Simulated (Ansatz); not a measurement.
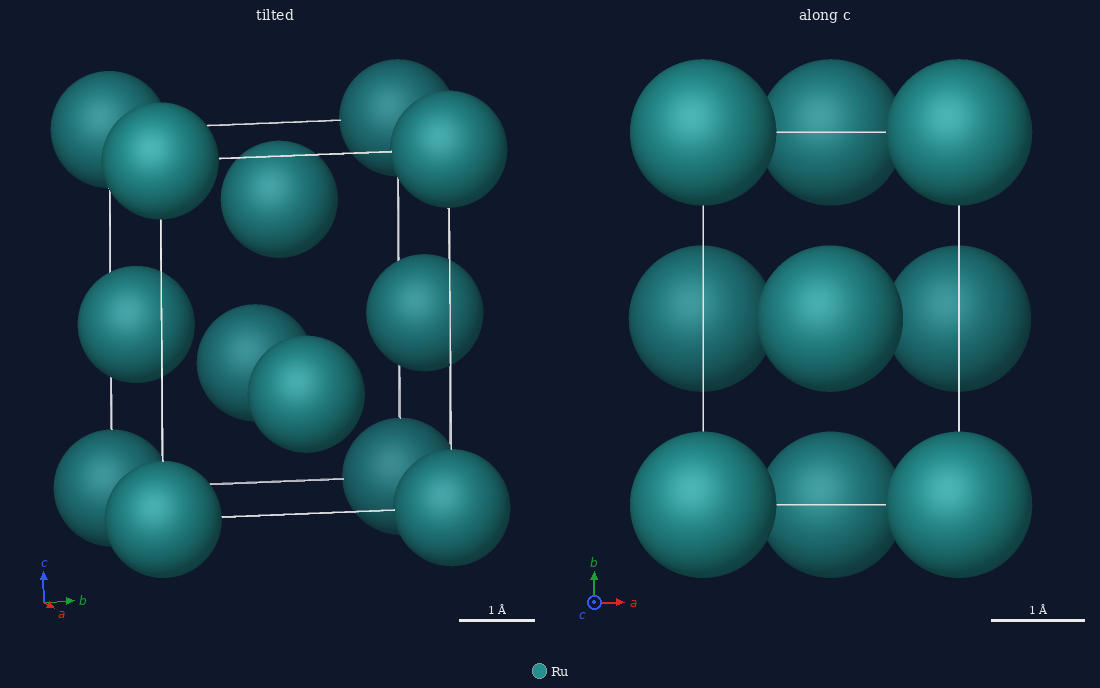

An orthographic spheres-only view of the structure, slightly off an axis and along the c axis. The parallelepiped is the unit cell. Cell: a = 2.756 Å, b = 4.007 Å, c = 4.860 Å, α = 90.00°, β = 91.91°, γ = 90.00°.

The element is ruthenium. Strictly the space group is Cmcm (No. 63, within 0.01 Å). It is a distorted form of a primitive hexagonal structure, space group P6_3/mmc (No. 194) within 0.25 Å: hexagonal close-packed (Mg type). The cell holds four atoms.

The cell started as a structure listed in the Materials Project. The cell was then strained or its atoms displaced on purpose. Ansatz was used for an electronic-structure calculation on it.

At this level of theory the cell isn't at rest (compressed, at 7 GPa), so its distances can differ from those at equilibrium, the more so the softer the solid.
